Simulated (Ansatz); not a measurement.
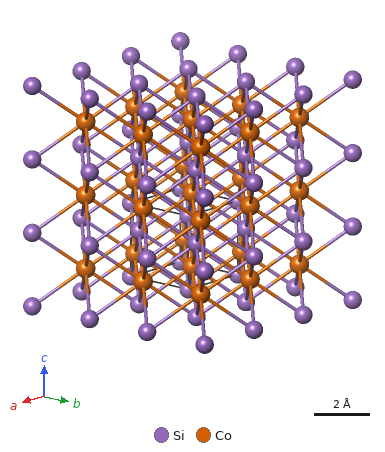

A crystal of CoSi (a generated structure, set up in P4/mmm) (coarse preliminary run), before the relaxation. The picture is a ball-and-stick view of the cell of the calculation, repeated 3 × 3 × 3 with one cell outlined, seen from a free direction.

Case: Al → Si, Ni → Co on all its sites, cell and atoms relaxed.

Method: DFT PBEsol, scalar-relativistic, plane waves, PAW in Ansatz.

The input:
```yaml
crystal:
  lattice:
    - [1.9773552725, -1.9773764835, 0.0]
    - [1.9773552725, 1.9773764835, 0.0]
    - [0.0, 0.0, 2.8069866265]
  atoms:
    - { symbol: Si, position: [0.0, 0.0, 0.0] }
    - { symbol: Co, position: [0.5, 0.5, 0.5], spin: 0.81 }
basis:
  ecutwfc: 420
kpoints:
  mp_grid: { grid: [8, 8, 8] }
hamiltonian:
  xc: pbesol
scf:
  occupations: { method: gaussian, width: 0.1 }
output:
  forces: true
  stress: true
  eigenvalues: true
  populations: true
magnetization:
  spin_polarized: true
relax:
  adjacent_minimum: "off"
  f_tol: 0.05
  max_steps: 60
  cell: { stress_tol: 0.5 }
```

Q: What does the optimiser find from here?

A: The atoms keep their places relative to the cell (all moves are under 0.005 Å). The drawn cell changes as follows: a = b 2.796 → 2.667 Å (−4.6 %), c 2.807 → 2.927 Å (+4.3 %); the volume changes by −5.1 %. Some distances before and after: Si1–Co2 2.425 → 2.387 Å. The space group stays P4/mmm (No. 123). Over 9 accepted moves (10 points after the start) the energy falls by 56.1 meV per cell of the calculation. All forces vanish by symmetry, so only the cell relaxes. Pressure: −10.85 GPa at the start and −0.03 GPa at the end. At 1 point the geometry stayed and the basis and grid were re-selected for the new cell (energy shift of 0.1 meV per cell of the calculation at most each time). The run took of the order of 80 core-seconds on a shared host.

Step by step:

| step | E − E(0), meV/atom | pressure, GPa | volume, Å³/atom | note |
| --- | --- | --- | --- | --- |
| 0 | 0.00 | -10.85 | 10.975 |  |
| 1 | -16.16 | -5.52 | 10.665 |  |
| 2 | -21.20 | 0.76 | 10.362 |  |
| 3 | -21.32 | 0.02 | 10.394 |  |
| 4 | -21.70 | -0.56 | 10.422 |  |
| 5 | -22.61 | -0.91 | 10.439 |  |
| 6 | -23.90 | -1.16 | 10.453 |  |
| 7 | -25.51 | -1.13 | 10.456 |  |
| 8 | -25.66 | 0.57 | 10.392 |  |
| 9 | -28.07 | -0.06 | 10.413 |  |
| 10 | -28.04 | -0.03 | 10.413 | same geometry, new basis |

The end point in the same view:

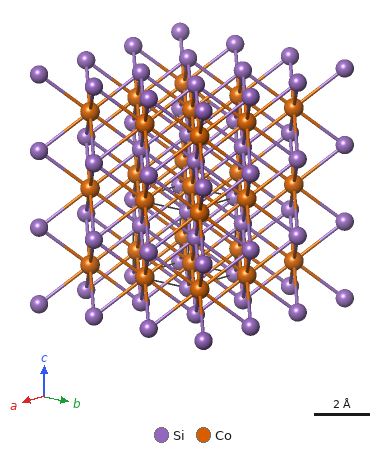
